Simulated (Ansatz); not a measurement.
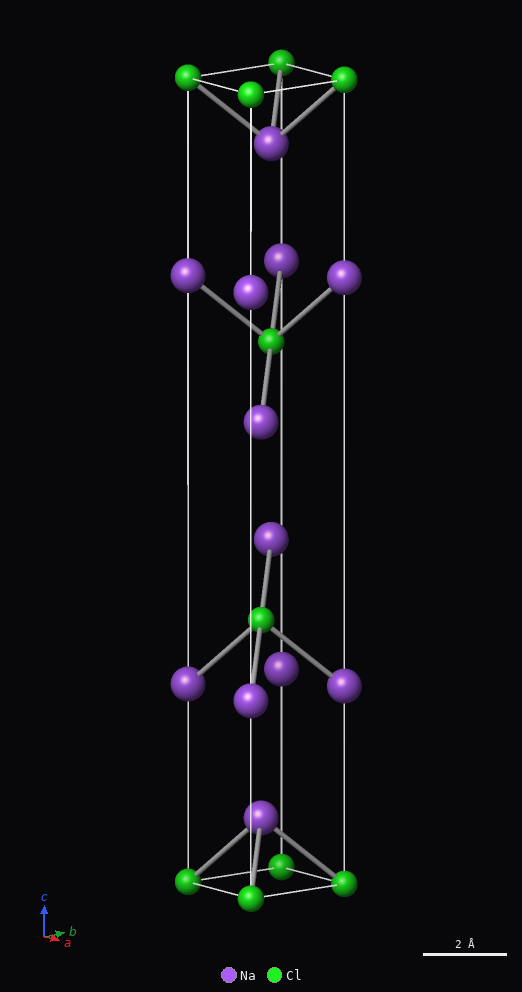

Ball-and-stick representation of a periodic structure, projected slightly off an axis. The conventional unit cell is drawn as a box. Cell: a = 3.82 Å, b = 3.82 Å, c = 19.68 Å, α = 90.00°, β = 90.00°, γ = 120.00°.

The cell started as a structure listed in the Materials Project. Earlier steps of the study may have refined or changed the cell and positions. An electronic-structure calculation with Ansatz was run on it.

**Give a description of the structure.**

The material is Na$_{2}$Cl. The atoms follow space group R-3m (No. 166); the Bravais lattice is rhombohedral (trigonal R). Counting shared atoms by their share gives 6 Na, 3 Cl, or 9 atoms. About every Na there are three Cl in a trigonal pyramidal arrangement at about 2.8 Å. Each Cl has six Na in an octahedral arrangement at about 2.8 Å. The bonds build Na2Cl layers parallel to (001).

Results below were computed with DFT r2SCAN, scalar-relativistic, plane waves, PAW in Ansatz 0.2.0; the settings were a kinetic-energy cutoff of 500 eV, k-points about 0.16 Å⁻¹ apart, Gaussian smearing of 0.1 eV, no spin polarisation.

**Is it conducting or gapped at this level?**

A metal: bands cross the Fermi level.

**What net charge does each kind of atom have (Bader)?**

Na +0.48 e; Cl -0.96 e.

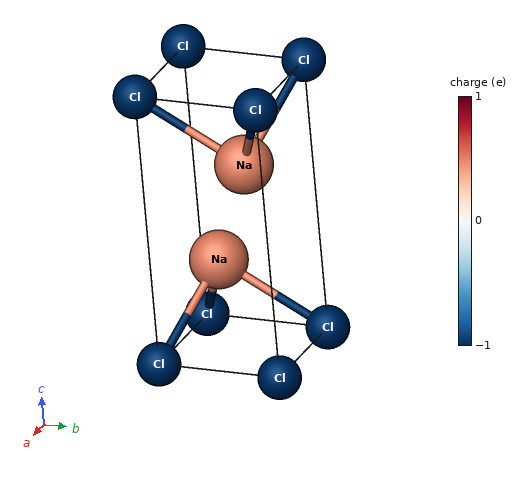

The atoms coloured by those charges. The run's cell of 3 atoms is drawn in a reduced setting, so axes and origin can differ from the first picture.

**Has the structure come to rest?**

No. The largest force is 0.11 eV/Å, on Na. The pressure is 0.5 GPa, so the cell would expand.

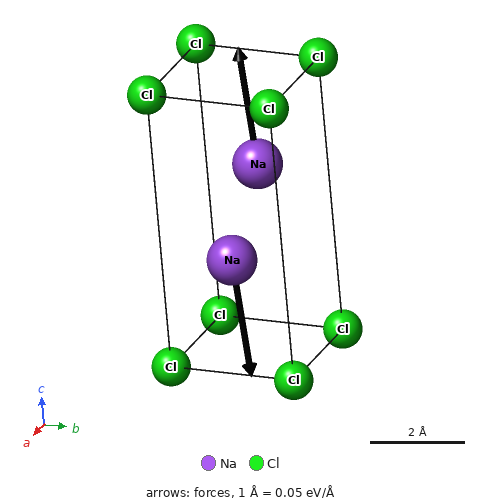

The forces as arrows. The run's cell of 3 atoms is drawn in a reduced setting, so axes and origin can differ from the first picture.
